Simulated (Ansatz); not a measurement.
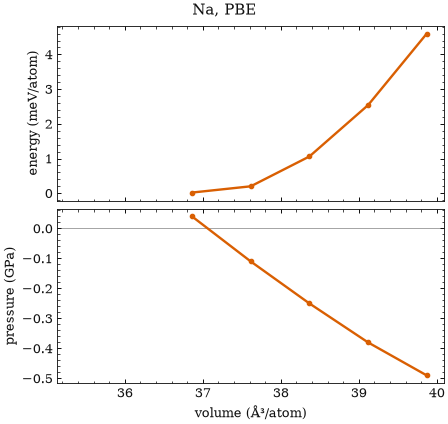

The picture above shows the energy and pressure against volume for Na, space group I4/mmm (No. 139).

Cell as given: a = 3.753 Å, b = 3.753 Å, c = 3.753 Å, α = 119.59°, β = 119.59°, γ = 90.72°; 1 atom.

Calculation (Ansatz 0.2.0): plane-wave DFT, no spin polarisation; energies at scaled volumes of the given cell, shape and fractions fixed, counted from the fit's minimum, third-order Birch-Murnaghan fit. Level: PBE.

- k mesh: 10×10×10
- occupations: Fermi–Dirac
- smearing width: 0.05 eV
- potentials: Ansatz PAW
- wave cutoff: 420 eV
- density cutoff: 1680 eV

The points at volume 35.36 Å³/atom and 36.11 Å³/atom are left out of the plot. What values does the calculation give there?

```
volume (Å³/atom)  energy (meV/atom)  pressure (GPa)
           35.36               2.02            0.40
           36.11               0.61            0.21
```

Limits of the calculation: shape and atomic fractions are frozen while scaling, which makes layered, chain and framework solids too stiff.
